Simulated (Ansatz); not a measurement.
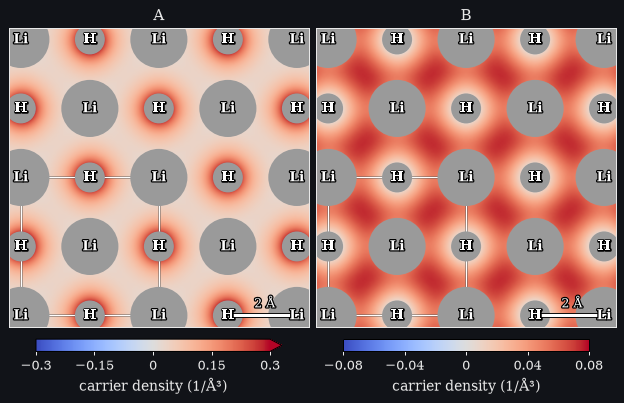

LiH, doped once with holes and once with electrons (0.5 e in the calculation's cell of 2 atoms, uniform background, atoms fixed). Each panel shows the carrier's density (positive where it sits) on the (010) plane of the conventional cell; grey discs cover the cores. Cores are masked to 0.8 Å (Li) and 0.4 Å (H). This is very heavy doping.

Space group Fm-3m.

Theory: DFT PBE, scalar-relativistic, plane waves, PAW (Ansatz 0.2.0).

**Which panel shows the hole and which the electron?**

A is the hole: outside the cores it is densest at the edge of the masked core of H; it divides as H about 90 % and Li about 10 %. B is the electron: outside the cores it is densest 1.8 Å from a lithium nucleus and 1.8 Å from a hydrogen one; it divides as H about 85 % and Li about 15 %. Shares are sums over atomic cells sized by the Bader volumes, which fill 25 % (Li) and 75 % (H) of the cell, so only an excess over these marks a preference; they are shares of the net change, screening included, and the band-edge orbitals themselves can be more concentrated.
